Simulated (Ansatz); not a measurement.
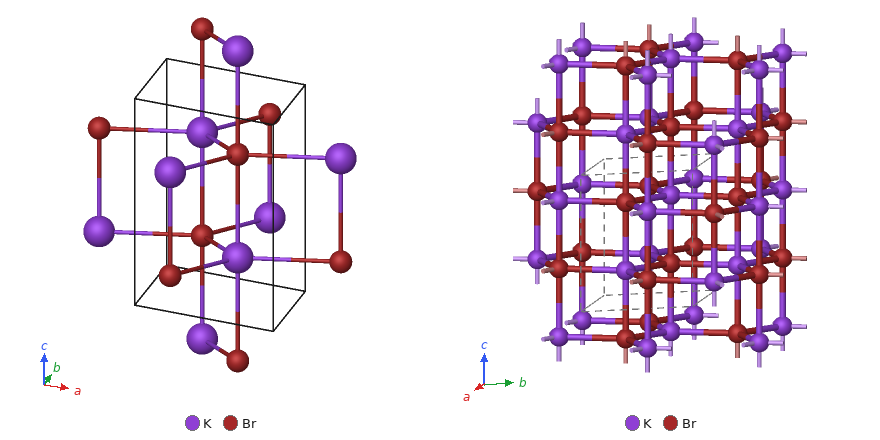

Left: the structure. Right: its underlying net. Nodes are coloured by element. Short stubs are edges that leave the cut-out.

The compound is KBr (space group P6_3/mmc, No. 194), taken as the geometry relaxed with DFT, PBEsol, plane waves, PAW in Ansatz.

Bonds are taken as Br–K below 3.7 Å; no other contact counts. Atoms with one bond or none are removed and atoms with two bonds are replaced by edges, until no such atom is left.

The result is a uninodal 5-connected, three-periodic net: K and Br are 5-connected nodes. It is the bnn net, known from eclipsed honeycomb layers linked along c. It is a single net, without interpenetration.

| node | links | point symbol | coordination sequence |
| --- | --- | --- | --- |
| K and Br | 5 | 4^6.6^4 | 5 14 29 50 77 110 149 194 |
